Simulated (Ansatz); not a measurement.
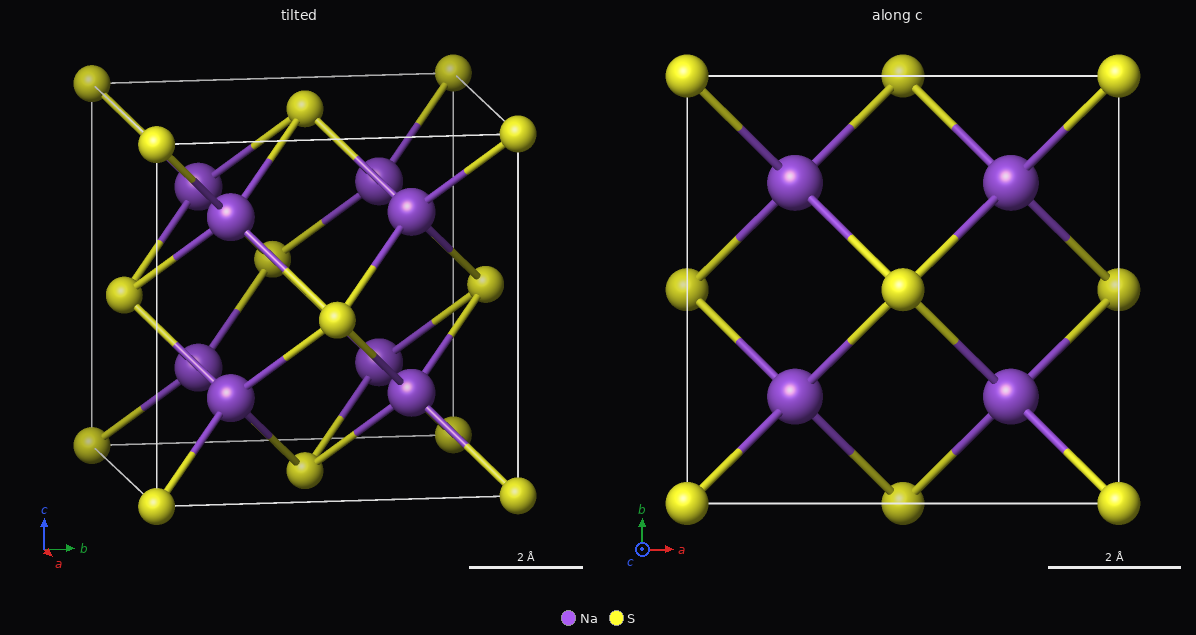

A ball-and-stick rendering, viewed slightly off an axis and along the c axis. The parallelepiped is the drawn cell (a repeat of the simulation cell).

Na$_{2}$S, a = 6.576 Å, b = 6.511 Å, c = 6.511 Å, α = 90.00°, β = 90.00°, γ = 90.00°. Strictly the space group is I4/mmm (No. 139, within 0.01 Å). It is a distorted form of a face-centred cubic structure, space group Fm-3m (No. 225) within 0.25 Å: antifluorite. The structure comes from a structure type filled with these elements by a generator (whether the compound takes this form wasn't checked). The cell was then strained or its atoms displaced on purpose. Ansatz was used for an electronic-structure calculation on it.

This one geometry was computed with Ansatz (DFT, plane waves, PAW) at three levels of theory: HSE06, r2SCAN and PBE. It was relaxed with r2SCAN and then strained.

How does the band gap change with the level of theory?

Answer. PBE: a gap of 2.49 eV, direct; r2SCAN: a gap of 3.05 eV, direct; HSE06: a gap of 3.48 eV, direct.

Collect the results in a table.

Answer.
| level | cutoff (eV) | k-mesh of the run's cell | gap (eV) | pressure (GPa) |
| --- | --- | --- | --- | --- |
| HSE06 | 420 | 6×6×6 | 3.48 | -0.1 |
| r2SCAN | 500 | 8×8×8 | 3.05 | -0.3 |
| PBE | 420 | 8×8×8 | 2.49 | 0.5 |

Gaps are taken on the k-mesh or band path of each run.
